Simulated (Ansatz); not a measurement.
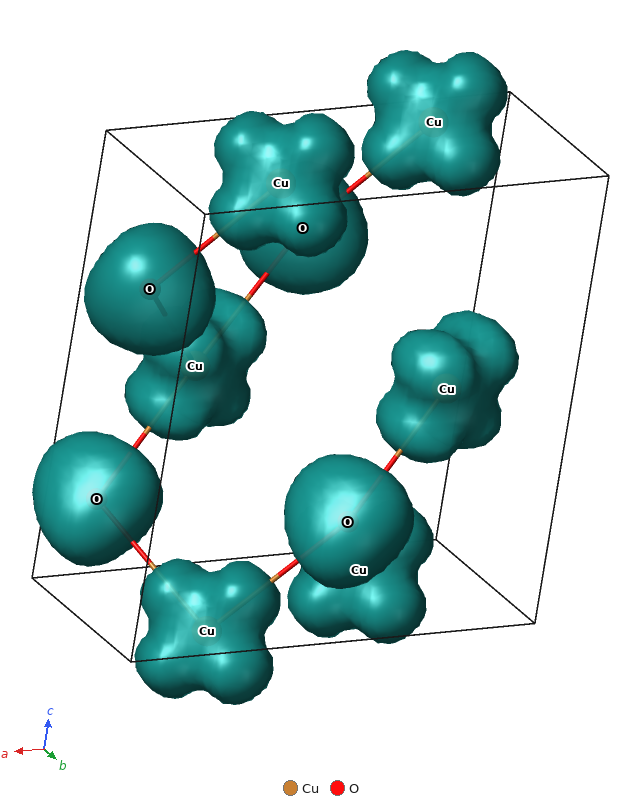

*CuO. Isosurface of the magnetisation density (up minus down) at +0.05 e/Å³ (teal), seen at an oblique angle. Sticks mark near contacts.*

Space group Cc; not relaxed (largest force 0.9 eV/Å); Hubbard U of 4 eV on Cu d only; spin-polarised.

Level of theory: Ansatz, DFT r2SCAN+U, scalar-relativistic, plane waves, PAW.

In a PAW calculation such maps are meaningful between the atoms, not at the nuclei.

### Describe the spin distribution.

The spin density sits on Cu: +0.7 μB (×4) in one cell of 8 atoms, with smaller moments on other sites: O (up to +0.29 μB): parallel main moments (a ferromagnetic arrangement) in this solution. The cell of the calculation (4 atoms) carries 2.0 μB of net spin moment.
